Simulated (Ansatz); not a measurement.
## From r2SCAN to G0W0: Y2Ti2O7 (Fd-3m)

Aim: the quasiparticle gap of Y2Ti2O7 (Fd-3m), starting from r2SCAN.

Program: Ansatz 0.2.0. Level of theory: r2SCAN, then G0W0 on it, plane waves, PAW. Results are calculated unless marked as measured.

**What was measured.**

- Gap 3.44 eV: direct optical gap from Tauc plot; UV-Vis-NIR transmission; bulk crystal (floating-zone single crystal wafer, 1 mm thick) (“Structural, optical and mechanical properties of Y2Ti2O7 single crystal”, 2020, arxiv:2006.07359).

## Step 1: The starting structure

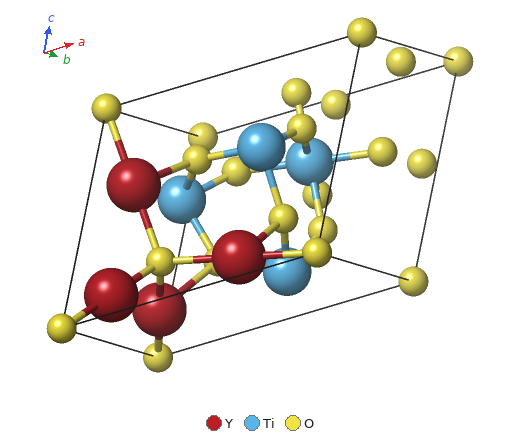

The starting structure, seen slightly off an axis (yttrium red, titanium blue, oxygen yellow). Bonds to atoms that aren't drawn are left out. Some periodic images of atoms are drawn too.

Geometry: measured cell, ions relaxed with r2SCAN. The runs that relaxed it are not among those shown. The default PAW set here is soft_2. Its files were made with PBE.

## Step 2: Bands along the symmetry lines

Levels along a band path and on the mesh show where this functional puts the band edges.

This step: DFT, r2SCAN, plane waves, PAW.

Contents of input.yaml:

```yaml
crystal:
  lattice:
    - [0.0, 5.0493, 5.0493]
    - [5.0493, 0.0, 5.0493]
    - [5.0493, 5.0493, 0.0]
  atoms:
    - { symbol: "Y", position: [0.125, 0.125, 0.125] }
    - { symbol: "Y", position: [0.625, 0.125, 0.125] }
    - { symbol: "Y", position: [0.125, 0.125, 0.625] }
    - { symbol: "Y", position: [0.125, 0.625, 0.125] }
    - { symbol: Ti, position: [0.625, 0.625, 0.625] }
    - { symbol: Ti, position: [0.125, 0.625, 0.625] }
    - { symbol: Ti, position: [0.625, 0.625, 0.125] }
    - { symbol: Ti, position: [0.625, 0.125, 0.625] }
    - { symbol: O, position: [0.5453943878, 0.9546056122, 0.9546056122] }
    - { symbol: O, position: [0.7046056122, 0.2953943878, 0.7046056122] }
    - { symbol: O, position: [0.9546056122, 0.5453943878, 0.5453943878] }
    - { symbol: O, position: [0.2953943878, 0.7046056122, 0.2953943878] }
    - { symbol: O, position: [0.9546056122, 0.5453943878, 0.9546056122] }
    - { symbol: O, position: [0.7046056122, 0.7046056122, 0.2953943878] }
    - { symbol: O, position: [0.5453943878, 0.9546056122, 0.5453943878] }
    - { symbol: O, position: [0.2953943878, 0.2953943878, 0.7046056122] }
    - { symbol: O, position: [0.7046056122, 0.2953943878, 0.2953943878] }
    - { symbol: O, position: [0.9546056122, 0.9546056122, 0.5453943878] }
    - { symbol: O, position: [0.2953943878, 0.7046056122, 0.7046056122] }
    - { symbol: O, position: [0.5453943878, 0.5453943878, 0.9546056122] }
    - { symbol: O, position: [0.0, 0.0, 0.0] }
    - { symbol: O, position: [0.25, 0.25, 0.25] }
kpoints:
  mp_grid: { grid: [4, 4, 4] }
  band_path:
    path:
      - [[0.0, 0.0, 0.0], [0.5, 0.0, 0.5], [0.625, 0.25, 0.625]]
      - [[0.375, 0.375, 0.75], [0.0, 0.0, 0.0], [0.5, 0.5, 0.5], [0.5, 0.25, 0.75], [0.5, 0.0, 0.5]]
    npoints: 10
hamiltonian:
  xc: r2scan
scf:
  occupations: { method: fermi_dirac, width: 0.02 }
  n_extra_bands: 11
output:
  eigenvalues: true
```

Run with:

```sh
> ansatz run input.yaml --threads 32 --pin off --max-ram 129024MiB --backend cuda --events-out ev --progress --plain --runs-dir out --devices 1 --max-vram 157GiB  # rebuilt from the run's record
```

Numbers of over 12 decimals in the logs are rounded to 6 here.

What it wrote:

```text
scf.n_extra_bands = 11 over 88 filled bands (N_el = 176.0): the run solves 99 bands
GPUs: using 1 of 1 available (devices: 1).
Engine: ansatz 0.2.0, aarch64-unknown-linux-gnu
Pseudopotentials: kind: paw
Pseudopotential: Y, paw, valence charge 11, recommended cutoff 500 eV (meta_gga), Y.paw.azcp
Pseudopotential: Ti, paw, valence charge 12, recommended cutoff 500 eV (meta_gga), Ti.paw.azcp
Pseudopotential: O, paw, valence charge 6, recommended cutoff 500 eV (meta_gga), O.paw.azcp
Functional definition: r2SCAN
  parameter k0 = 0.174
  parameter k1 = 0.065
  parameter a1 = 4.9479
  exchange = r2scan_x(k0 = k0, k1 = k1, a1 = a1)
  correlation = r2scan_c
device memory: the entry about to start is reckoned to put 11.2 GiB on a device that reports 182.5 GiB free (of which the cap on the GPU budget leaves the run 157.0 GiB)
GPU FFT provider: cuFFT
GPU libraries: cuBLAS 13.8.1, cuFFT 12.4.0, cuSOLVER 12.3.2
GPU matrix products: emulated (plane waves: as basis.precision tells), large ones in fixed point in workspaces of 1.00 GiB
Crystal: 22 atoms, lattice volume = 257.468 Å³
Basis set: ecut = 500 eV, 6567 PW (Γ), exchange–correlation on 216×216×216 points (64 copies of the dense FFT grid, shifted against one another)
Bands: 99, of which v1, the nominal top of the filled ones, is band 88 counted from 1 (87 counted from 0)
Symmetry: 48 space group operations
Space group: Fd-3m (ITA 227), of the structure as read, at distance tolerance 6.4e-5 Å
k-points: 8 of 64
Non-local potential: Y, projectors of the file, l = 0: 3, l = 1: 2, l = 2: 2, l = 3: 1
Non-local potential: Ti, projectors of the file, l = 0: 3, l = 1: 2, l = 2: 3, l = 3: 1
Non-local potential: O, projectors of the file, l = 0: 2, l = 1: 2, l = 2: 1
PAW form: soft (Blöchl's): semilocal exchange-correlation on the pseudo side does not see the compensation charge
PAW frozen core: Y, regenerated for the run's functional (the file was generated under x = pbe(κ = 0.804, μ = 0.219515), c = pbe(β = 0.066725))
PAW frozen core: Ti, regenerated for the run's functional (the file was generated under x = pbe(κ = 0.804, μ = 0.219515), c = pbe(β = 0.066725))
PAW frozen core: O, regenerated for the run's functional (the file was generated under x = pbe(κ = 0.804, μ = 0.219515), c = pbe(β = 0.066725))
PAW one-centre angular grid: Y, 590 points (default); XC on 160 Gauss nodes
PAW one-centre angular grid: Ti, 590 points (default); XC on 160 Gauss nodes
PAW one-centre angular grid: O, 302 points (default); XC on 160 Gauss nodes
Initial density: superposition of atomic densities (neutral atoms: chi_scale 0, normalization atom), corrected by the library's trained network
Initial wavefunctions: pseudopotential atomic-orbital guess
GPU buffer pool allocated for 157464 grid points (all kernels)
GPU transforms: local potential and band sums: pruned to the plane-wave sphere, on 54×54×54
Functional: x = r2scan, c = r2scan; τ floored in thin density (d = 2e-4 eV/Å³)
SCF iter   1: F=—  HF=-33460.222523 eV  |F-HF|=—  |Δ(HF+E_count)|=         —  Δρ=2.12e-2  dr2=1.42e0  dr2_τ=1.25e0  ethr=1.77e-3  ⟨swp⟩=5.4  Hψ=3091  notcnv=0
preconditioner: auto → Resta (q_TF=auto, 2.561 Å⁻¹)  ε∞=5.3  [insulator: Δε(μ)=3.819 eV  Ē_g=13.045 eV  σ=0.020 eV  W_gap=1.00  n_scr=64 (ndim 8)  ℏωp=27.0 eV  f_vac=0.018  D(μ)=0.00/eV (n_scr^D=0)  ε∞_Penn≈5.3]
SCF iter   2: F=—  HF=-33460.531495 eV  |F-HF|=—  |Δ(HF+E_count)|=   3.09e-1  Δρ=9.45e-3  dr2=1.22e-1  dr2_τ=6.36e-2  ethr=8.07e-4  ⟨swp⟩=3.0  Hψ=1676  notcnv=0  defer=18
SCF iter   3: F=—  HF=-33460.519374 eV  |F-HF|=—  |Δ(HF+E_count)|=   1.21e-2  Δρ=3.82e-3  dr2=2.48e-2  dr2_τ=1.85e-3  ethr=6.94e-5  ⟨swp⟩=2.4  Hψ=1265  notcnv=0  defer=18
SCF iter   4: F=—  HF=-33460.516610 eV  |F-HF|=—  |Δ(HF+E_count)|=   2.76e-3  Δρ=1.23e-3  dr2=2.57e-3  dr2_τ=4.90e-4  ethr=1.41e-5  ⟨swp⟩=2.0  Hψ=1388  notcnv=0  defer=18
SCF iter   5: F=—  HF=-33460.516658 eV  |F-HF|=—  |Δ(HF+E_count)|=   4.82e-5  Δρ=2.83e-4  dr2=1.78e-4  dr2_τ=1.80e-5  ethr=1.46e-6  ⟨swp⟩=2.0  Hψ=1159  notcnv=0  defer=18
SCF iter   6: F=—  HF=-33460.515539 eV  |F-HF|=—  |Δ(HF+E_count)|=   1.12e-3  Δρ=1.82e-4  dr2=6.98e-5  dr2_τ=9.68e-6  ethr=1.01e-7  ⟨swp⟩=2.0  Hψ=1278  notcnv=0  defer=18
SCF iter   7: F=—  HF=-33460.516367 eV  |F-HF|=—  |Δ(HF+E_count)|=   8.28e-4  Δρ=4.58e-5  dr2=5.54e-6  dr2_τ=2.94e-7  ethr=3.96e-8  ⟨swp⟩=2.0  Hψ=1156  notcnv=0  defer=18
SCF iter   8: F=—  HF=-33460.516367 eV  |F-HF|=—  |Δ(HF+E_count)|=   5.46e-8  Δρ=1.93e-5  dr2=1.12e-6  dr2_τ=6.07e-8  ethr=3.15e-9  ⟨swp⟩=2.0  Hψ=1190  notcnv=0  defer=18
SCF iter   9: F=-33460.516367 eV  HF=-33460.516367 eV  |F-HF|=7.62e-9  |Δ(HF+E_count)|=   1.56e-7  Δρ=2.37e-6  dr2=1.47e-8  dr2_τ=7.52e-10  ethr=5.68e-11  ⟨swp⟩=7.5  Hψ=2276  notcnv=0
SCF 1 converged in 9 iterations: F = -33460.516367 eV  dr2 = 1.47e-8
  greatest PAW one-centre occupation: 1.000 electrons in one spin orbital (limit 2), on the Ti atom at site 7 (counted from 0), in its partial waves of l = 0
device memory: the entry about to start is reckoned to put 16.1 GiB on a device that reports 182.5 GiB free (of which the cap on the GPU budget leaves the run 157.0 GiB)
NSCF: frozen V_eff on 62 k-points, pencils in batches of 32, up to order 436
SCF converged after 9 iterations
Free energy (F): -33460.516367 eV
Harris-Foulkes:  -33460.516367 eV  (|F-HF|=7.62e-9)
Internal energy: -33460.516367 eV  (E = F + TS)
E sigma→0 (E₀):  -33460.516367 eV
Fermi energy:    10.957666 eV
--- Per-component energies (eV) ---
  E_band       = -1159.163864
  E_kinetic    = 4793.706348
  E_local      = -10145.915856  (includes V_loc(G=0)·N_el)
  E_nonlocal   = 863.026464
  E_hartree    = 3746.011580
  E_xc         = -2092.328788
  E_vxc        = -2927.992895  (∫ρ·V_xc dr)
  E_paw        = -17820.663019  (= ΣΔE_a)
  E_vpaw       = -1414.939301  (= ΣTr[D̂ρ^β])
  E_aug_tail   = 0.014762  (compensation charges beyond the density's cutoff)
  E_vtau       = 180.912532  (kinetic-family band-sum trace: ∫τ·v_τ [+ j·A + Jᵃ·Aᵃ] dr)
  E_ewald      = -12802.291042
  E_core_change = -2.076815  (= ΣΔE_core)
  E_smearing   = -0.000000  (= −TS)
  E_closure    = -0.000000  (closes the sum)
  Σ components = -33460.516367   (vs F -33460.516367, Δ=0.00e0)
--- Band table (eV; the first three rows and the last of 8) ---
  k-point 0: bands = [... 84 lower, 8.4542, 9.2869, 9.2869, 9.2869, 12.5850, 12.5850, 12.7621, 12.7621, ... 7 higher]
  k-point 1: bands = [... 84 lower, 8.6724, 8.8129, 9.0756, 9.0756, 12.7351, 12.7351, 12.8685, 12.9404, ... 7 higher]
  k-point 2: bands = [... 84 lower, 8.8319, 8.8319, 8.9338, 8.9338, 12.7728, 12.7728, 12.9060, 12.9437, ... 7 higher]
  k-point 7: bands = [... 84 lower, 8.7806, 8.7806, 9.0861, 9.0861, 12.8591, 12.8591, 13.0225, 13.0225, ... 7 higher]
```

Wall time 2.2 s (1 × NVIDIA GB200 with 32 threads of Arm Neoverse V2, shared host); peak memory 1.5 GiB.

In the SCF lines HF is the Harris–Foulkes energy and dr2 the Hartree energy of the density residual, in eV; the loop may stop once dr2 is under the threshold and the program's other checks hold. Hψ counts applications of the Hamiltonian.

This step gave:

```yaml
filled_bands: 88
gap: 3.280 eV
valence_top_at: X
conduction_bottom_at: Γ
least_direct_gap: 3.298 eV
```

Over mesh and path the gap is 3.280 eV, from k = (0.500, 0.000, 0.500) to k = Γ. The least direct gap found is 3.298 eV, at k = Γ.

Electronic bands along the path, in eV, zero at the top of the highest nominally filled band:

| point | band 85 | band 86 | band 87 | band 88 | band 89 | band 90 | band 91 | band 92 |
| --- | --- | --- | --- | --- | --- | --- | --- | --- |
| Γ | -0.85 | -0.02 | -0.02 | -0.02 | 3.28 | 3.28 | 3.46 | 3.46 |
| X | -0.58 | -0.58 | 0.00 | 0.00 | 3.65 | 3.65 | 3.74 | 3.74 |
| U | -0.60 | -0.55 | -0.24 | -0.06 | 3.53 | 3.63 | 3.69 | 3.73 |
| jump to K | -0.60 | -0.55 | -0.24 | -0.06 | 3.53 | 3.63 | 3.69 | 3.73 |
| Γ | -0.85 | -0.02 | -0.02 | -0.02 | 3.28 | 3.28 | 3.46 | 3.46 |
| L | -0.47 | -0.47 | -0.37 | -0.37 | 3.47 | 3.47 | 3.60 | 3.64 |
| W | -0.52 | -0.52 | -0.22 | -0.22 | 3.55 | 3.55 | 3.72 | 3.72 |
| X | -0.58 | -0.58 | 0.00 | 0.00 | 3.65 | 3.65 | 3.74 | 3.74 |

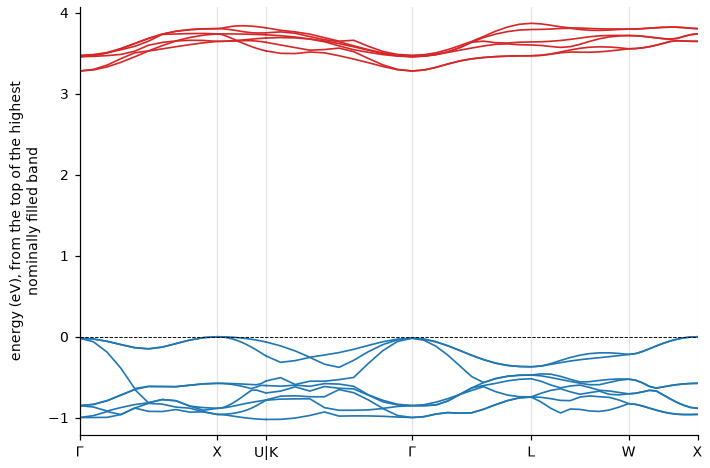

Electronic bands along the path; lines of filled and empty bands in two colours.

## Step 3: G0W0 on the 4×4×4 mesh

G0W0 replaces the xc potential by a self-energy built once from the orbitals of the start. Levels are corrected in the window of bands that the input names, at points of the mesh.

This step: G0W0 on r2SCAN, plane waves, PAW.

input.yaml, as its differences from that of step 2:

```diff
@@ -30,13 +30,12 @@
   mp_grid: { grid: [4, 4, 4] }
-  band_path:
-    path:
-      - [[0.0, 0.0, 0.0], [0.5, 0.0, 0.5], [0.625, 0.25, 0.625]]
-      - [[0.375, 0.375, 0.75], [0.0, 0.0, 0.0], [0.5, 0.5, 0.5], [0.5, 0.25, 0.75], [0.5, 0.0, 0.5]]
-    npoints: 10
 hamiltonian:
   xc: r2scan
+  pseudopotentials: { kind: paw, source: ansatz }
 scf:
-  occupations: { method: fermi_dirac, width: 0.02 }
-  n_extra_bands: 11
-output:
-  eigenvalues: true
+  occupations: { method: fixed }
+gw:
+  n_empty_bands: 5213
+  ecut_chi: 430.0
+  qp_bands: [v4, c4]
+  qp_kpoints: band_edges
+  screening: { model: contour_deformation }
```

What it wrote:

```text
GPUs: using 1 of 1 available (devices: 1).
[...]
Crystal: 22 atoms, lattice volume = 257.468 Å³
Basis set: ecut = 1050 eV, 19795 PW (Γ), exchange–correlation on 360×360×360 points (64 copies of the dense FFT grid, shifted against one another)
Bands: 110, of which v1, the nominal top of the filled ones, is band 88 counted from 1 (87 counted from 0)
Symmetry: 48 space group operations
[...]
k-points: 8 of 64
[...]
SCF iter   1: F=—  HF=-33471.960853 eV  |F-HF|=—  |Δ(HF+E_count)|=         —  Δρ=1.08e-1  dr2=4.42e1  dr2_τ=1.33e1  ethr=3.10e-3  ⟨swp⟩=4.9  Hψ=2668  notcnv=0  defer=150
[...]
SCF iter   6: F=—  HF=-33462.600058 eV  |F-HF|=—  |Δ(HF+E_count)|=   3.19e-3  Δρ=1.06e-3  dr2=2.51e-3  dr2_τ=5.37e-4  ethr=1.65e-5  ⟨swp⟩=2.0  Hψ=1270  notcnv=0  defer=160
[...]
SCF iter   8: F=—  HF=-33462.600305 eV  |F-HF|=—  |Δ(HF+E_count)|=   1.31e-4  Δρ=5.02e-5  dr2=5.46e-6  dr2_τ=1.15e-5  ethr=4.45e-7  ⟨swp⟩=2.0  Hψ=1137  notcnv=0  defer=160
[...]
SCF iter  10: F=-33462.600306 eV  HF=-33462.600306 eV  |F-HF|=4.44e-8  |Δ(HF+E_count)|=   2.81e-7  Δρ=4.61e-6  dr2=5.82e-8  dr2_τ=4.16e-9  ethr=5.68e-11  ⟨swp⟩=15.6  Hψ=4896  notcnv=0
SCF 1 converged in 10 iterations: F = -33462.600306 eV  dr2 = 5.82e-8
[...]
SCF converged after 10 iterations
[...]
0    92     12.7880   -13.3631    -7.7205   -21.8819  0.7222    13.5991    13.5862  root
     1    85      8.7007   -25.5043     3.9064   -20.9206  0.7326     8.0150     8.0235  root
     1    86      8.8399   -25.9290     3.8365   -21.4045  0.7376     8.1438     8.1519  root
     1    87      9.1019   -26.2043     3.7224   -21.8152  0.7412     8.4280     8.4351  root
     1    88      9.1019   -26.2043     3.7224   -21.8152  0.7412     8.4280     8.4351  root
     1    89     12.7605   -13.5955    -7.4676   -21.8425  0.7260    13.5515    13.5399  root
     1    90     12.7605   -13.5955    -7.4676   -21.8425  0.7260    13.5515    13.5399  root
     1    91     12.8937   -13.4377    -7.2749   -21.4628  0.7238    13.6552    13.6440  root
     1    92     12.9664   -13.6122    -7.5903   -21.9700  0.7193    13.7460    13.7338  root
     2    85      8.8607   -25.5858     3.9627   -20.9577  0.7307     8.1871     8.1953  root
     2    86      8.8607   -25.5858     3.9627   -20.9577  0.7307     8.1871     8.1953  root
     2    87      8.9603   -26.0920     3.8181   -21.5895  0.7399     8.2681     8.2759  root
     2    88      8.9603   -26.0920     3.8181   -21.5895  0.7399     8.2681     8.2759  root
     2    89     12.7985   -13.6230    -7.4999   -21.9042  0.7242    13.5916    13.5797  root
     2    90     12.7985   -13.6230    -7.4999   -21.9042  0.7242    13.5916    13.5797  root
     2    91     12.9320   -13.8187    -7.3388   -21.9089  0.7220    13.6944    13.6833  root
     2    92     12.9687   -13.6465    -7.2649   -21.6651  0.7214    13.7338    13.7223  root
     3    85      8.7189   -25.6245     3.7901   -21.1651  0.7347     8.0416     8.0496  root
     3    86      8.7189   -25.6245     3.7901   -21.1651  0.7347     8.0416     8.0496  root
     3    87      9.1823   -26.1609     3.8047   -21.6900  0.7390     8.5089     8.5161  root
     3    88      9.1823   -26.1609     3.8047   -21.6900  0.7390     8.5089     8.5161  root
     3    89     12.8568   -13.6943    -7.3564   -21.8049  0.7251    13.6218    13.6109  root
     3    90     12.8583   -13.3750    -7.5330   -21.6826  0.7232    13.6449    13.6328  root
     3    91     12.9288   -13.1982    -7.1912   -21.1114  0.7263    13.6609    13.6507  root
     3    92     12.9781   -13.9258    -7.3205   -22.0094  0.7224    13.7527    13.7412  root
     4    85      8.7032   -25.8291     3.9646   -21.1590  0.7352     7.9888     7.9977  root
     4    86      8.8126   -25.9703     3.8178   -21.4637  0.7379     8.1156     8.1237  root
     4    87      9.0451   -25.7242     3.9152   -21.1464  0.7334     8.3747     8.3825  root
     4    88      9.2068   -26.0310     3.8995   -21.4664  0.7363     8.5343     8.5418  root
     4    89     12.8663   -13.5551    -7.3969   -21.7049  0.7244    13.6301    13.6192  root
     4    90     12.9199   -13.5186    -7.3983   -21.6780  0.7235    13.6925    13.6809  root
     4    91     12.9802   -13.7733    -7.4569   -21.9878  0.7203    13.7494    13.7378  root
     4    92     13.0085   -13.5137    -7.2471   -21.4998  0.7218    13.7586    13.7474  root
     5    85      8.7209   -25.7373     3.8225   -21.2304  0.7361     8.0284     8.0366  root
     5    86      8.7877   -25.7172     3.9043   -21.1316  0.7347     8.0981     8.1065  root
     5    87      9.0512   -25.8707     3.8925   -21.3085  0.7358     8.3737     8.3815  root
     5    88      9.0879   -26.0251     3.8737   -21.4772  0.7367     8.4060     8.4137  root
     5    89     12.8549   -13.4989    -7.4195   -21.6762  0.7244    13.6238    13.6127  root
     5    90     12.8565   -13.5116    -7.3934   -21.6700  0.7254    13.6329    13.6215  root
     5    91     12.9966   -14.0196    -7.3186   -22.0871  0.7209    13.7565    13.7455  root
[...]
6    89     12.9762   -13.3613    -7.2800   -21.3816  0.7237    13.7274    13.7164  root
     6    90     12.9762   -13.3613    -7.2800   -21.3816  0.7237    13.7274    13.7164  root
     6    91     13.0695   -13.8965    -7.4168   -22.0589  0.7187    13.8263    13.8150  root
     6    92     13.0695   -13.8965    -7.4168   -22.0589  0.7187    13.8263    13.8150  root
     7    85      8.8079   -25.9869     3.9301   -21.3563  0.7370     8.0989     8.1074  root
     7    86      8.8079   -25.9869     3.9301   -21.3563  0.7370     8.0989     8.1074  root
     7    87      9.1147   -25.7279     3.8944   -21.1812  0.7333     8.4549     8.4624  root
     7    88      9.1147   -25.7279     3.8944   -21.1812  0.7333     8.4549     8.4624  root
     7    89     12.8851   -13.5678    -7.3703   -21.6872  0.7243    13.6451    13.6342  root
     7    90     12.8851   -13.5678    -7.3703   -21.6872  0.7243    13.6451    13.6342  root
     7    91     13.0480   -13.5770    -7.3176   -21.6359  0.7201    13.8006    13.7892  root
     7    92     13.0480   -13.5770    -7.3176   -21.6359  0.7201    13.8006    13.7892  root
```

It took 14 min on 1 × NVIDIA GB200 with 32 threads; peak memory 55 GiB; 24 min of CPU time.

This step gave:

| Property | Result |
| --- | --- |
| bands summed | 5301 |
| RPA ε∞ on this mesh (eigenvalues) | 5.042, 5.042, 5.042 |
| plane waves in the screening matrix | 5161 |
| q-points in the mesh | 64 |
| G0W0 gap over the corrected points | 4.715 eV |
| k of the valence top | 0, -0.5, -0.5 |
| k of the conduction bottom | 0, 0, 0 |
| starting gap on the mesh | 3.277 eV |
| Z at the valence top | 0.7368 |
| Z at the conduction bottom | 0.7312 |
| least direct G0W0 gap over the corrected points | 4.746 eV |

Over all 8 irreducible mesh points the G0W0 gap is 4.715 eV, from k = (0.000, -0.500, -0.500) to k = Γ. The r2SCAN gap of this run on the mesh is 3.277 eV. The two states that bound the G0W0 gap lie that far apart at the start, so the correction of the gap is 4.715 − 3.277 = +1.438 eV. The start of this run differs from the step before in files (soft_2 PAW and hard PAW) and plane-wave cutoff (500 eV and 1050 eV).

Labels follow the order of the start: v1 is the top filled band, c1 the lowest empty one; levels that stay degenerate share a row, the window can cut a multiplet, doubted levels are not marked in this list, bands outside the window were not corrected, and the list may be a part of the corrected levels. Levels before and after the correction, in eV, zero at the valence-band top of each column:

```csv
,conduction bottom,valence top
Kohn-Sham,3.28,0.00
G0W0,4.72,0.00
```

```
                         level  occupation  energy (eV)
Kohn-Sham              Γ v3-v1           2       -0.020
Kohn-Sham              Γ c1-c2           0        3.277
Kohn-Sham                 Γ c3           0        3.455
Kohn-Sham     (0 -0.5 -0.5) v3           2       -0.575
Kohn-Sham  (0 -0.5 -0.5) v2-v1           2        0.000
Kohn-Sham  (0 -0.5 -0.5) c1-c2           0        3.644
Kohn-Sham     (0 -0.5 -0.5) c3           0        3.737
     G0W0              Γ v3-v1           2       -0.031
     G0W0              Γ c1-c2           0        4.715
     G0W0                 Γ c3           0        4.913
     G0W0     (0 -0.5 -0.5) v3           2       -0.631
     G0W0  (0 -0.5 -0.5) v2-v1           2        0.000
     G0W0  (0 -0.5 -0.5) c1-c2           0        5.044
     G0W0     (0 -0.5 -0.5) c3           0        5.142
```

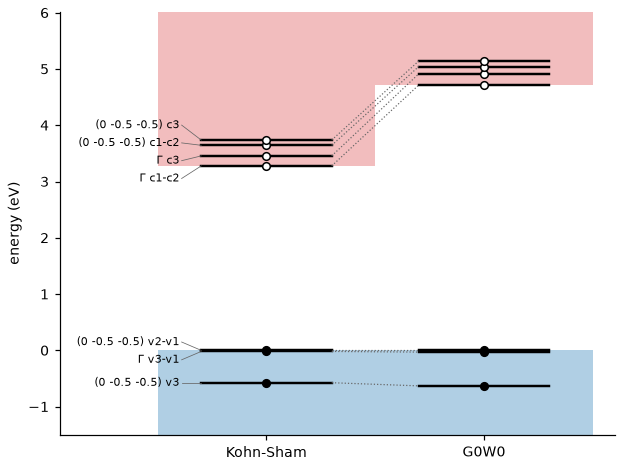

Levels before and after the correction. Shaded: valence and conduction bands. Filled marks are occupied levels, open marks empty ones.

The parts of the quasiparticle energy for the two states that bound the G0W0 gap, in eV on the run's own scale (QP = start + Σx + Σc − Vxc, with Σc at the quasiparticle energy):

```
             edge                        k  band   start       Σx      Σc      Vxc      Z      QP
      valence top  (0.000, -0.500, -0.500)    87   9.333  −26.134   3.897  −21.577  0.737   8.673
conduction bottom                        Γ    89  12.610  −13.475  −7.381  −21.634  0.731  13.388
```

(Continued in part 2 of 2.)

[Paths, hosts, dates, memory and timing lines, banners, echoed tables and standing remarks are left out of the program output.]

[Logs are printed without paths, hosts, clocks, repeated set-up lines and the standing remarks that a program may print on its own settings, such as how far it seeks lower states.]

[Runs of the session that timed out or met a known fault of the program may be left out.]

[Cells called generated may have been cut or substituted from an entry of the Crystallography Open Database or the Materials Project.]

[Hosts, paths, dates, database ids (printed as entryN), source tags and the programs' standing remarks are cut or masked in the printed files.]

[Where an RPA ε∞ is given, it is that of the G0W0 mesh and is not shown converged in it. Names of k-points follow the symmetry that the program found, which can be lower than the space group named. Band edges on a path are those of the sampled points; other points can move an edge, and change direct to indirect where valleys lie close.]

[Hybrid gaps are those of their k-mesh and are not shown converged in it.]
